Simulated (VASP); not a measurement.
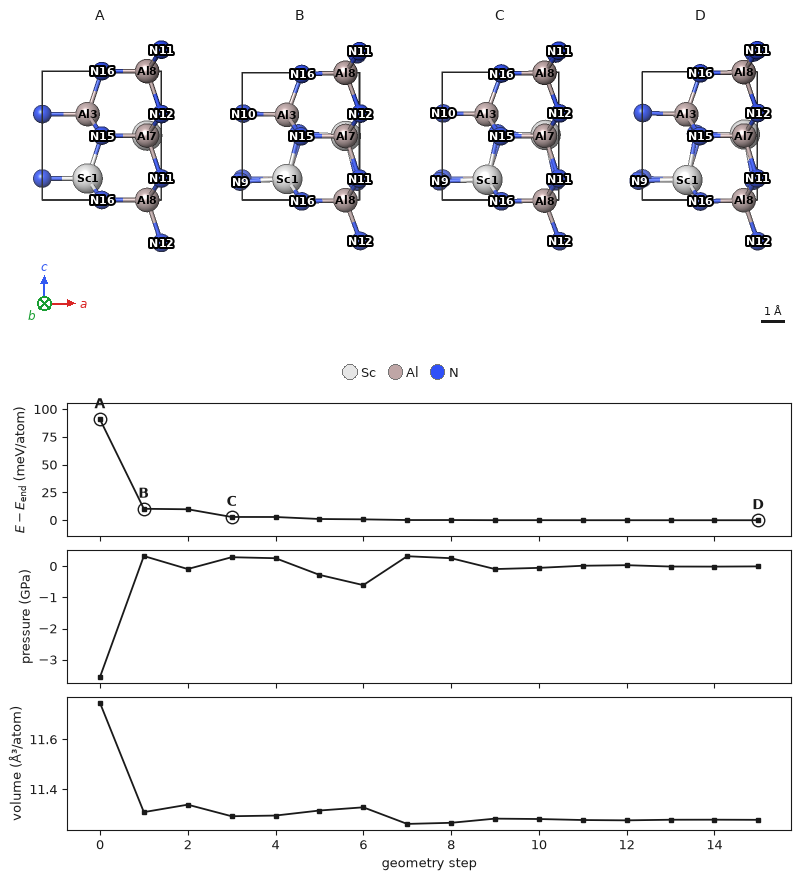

Frames of a relaxation of a crystal of ScAl$_{3}$N$_{4}$ (a generated structure, set up in Cmc2_1), marked on the history of the run. A ball-and-stick model of the cell of the calculation (origin shifted), seen along the b axis.

The run lets cell and atoms move.

Computed with Kohn-Sham DFT of a periodic cell, PBEsol, VASP PAW PBE potentials, recommended in VASP 6.6.1.

The input:
```
ALGO = Normal
EDIFF = 1E-6
EDIFFG = -0.01
ENCUT = 600
GGA = PS
IBRION = 2
ISIF = 3
ISMEAR = 0
LASPH = T
LCHARG = F
LREAL = F
LUSENCCL = F
LWAVE = F
NELM = 80
NSW = 90
PREC = Accurate
SIGMA = 0.03
```

Launched with:
```bash
cat potpaw_PBE.64/Sc_sv/POTCAR potpaw_PBE.64/Al/POTCAR potpaw_PBE.64/N/POTCAR > POTCAR
mpirun -np 1 vasp_std > vasp.out
```

**What happens along the run?**

The largest moves relative to the cell, 0.19 Å, are those of N atoms. Largest moves by element: N 0.19 Å, Sc 0.08 Å, Al 0.03 Å. The volume changes by −4.0 %, with a 5.179 → 4.996 Å (−3.5 %), b 6.473 → 6.478 Å (+0.1 %), c 6.473 → 6.447 Å (−0.4 %), α 120.0° → 120.2°. Near-neighbour distances that change, for instance: N–Sc 1.968 → 2.121 Å, N–Sc 1.969 → 2.052 Å, Al–N 1.968 → 1.891 Å, Al–N 1.968 → 1.923 Å. Among the angles between lasting bonds that change: Al–N–Al 110.5° → 119.9°, Sc–N–Sc 108.4° → 99.9°, N–Sc–N 108.4° → 101.4°. The space group stays Cmc2_1 (No. 36). Over 15 geometry steps the energy falls by 90.9 meV per atom. Largest force component: 2.7 eV/Å at the start, 0.0054 eV/Å at the end. The pressure goes from −3.56 to −0.01 GPa. It ran on 1 × NVIDIA H100 80GB with 1 thread of AMD EPYC 7R13 Processor (Zen 3) (shared host). From step 0 to 1: N atoms move most (0.16 Å), volume −3.7 %, energy −80.6 meV per atom. From step 1 to 3: Sc atoms move most (0.04 Å), volume −0.1 %, energy −7.4 meV per atom. From step 3 to 15: N atoms move most (0.05 Å), volume −0.1 %, energy −2.9 meV per atom.

```tsv
step	E − E(0), meV/atom	largest force component, eV/Å	pressure, GPa	volume, Å³/atom
0	0.00	2.7062	-3.56	11.747
1	-80.57	0.7465	0.33	11.308
2	-81.00	0.6866	-0.09	11.338
3	-87.93	0.3023	0.29	11.292
4	-87.96	0.3157	0.26	11.295
5	-89.77	0.1447	-0.28	11.315
6	-90.09	0.1785	-0.61	11.328
7	-90.70	0.0882	0.32	11.261
8	-90.70	0.0821	0.26	11.266
9	-90.83	0.0413	-0.09	11.282
10	-90.83	0.0384	-0.05	11.281
11	-90.85	0.0167	0.02	11.277
12	-90.86	0.0219	0.03	11.276
13	-90.87	0.0133	-0.01	11.278
14	-90.87	0.0139	-0.01	11.278
15	-90.87	0.0054	-0.01	11.278
```
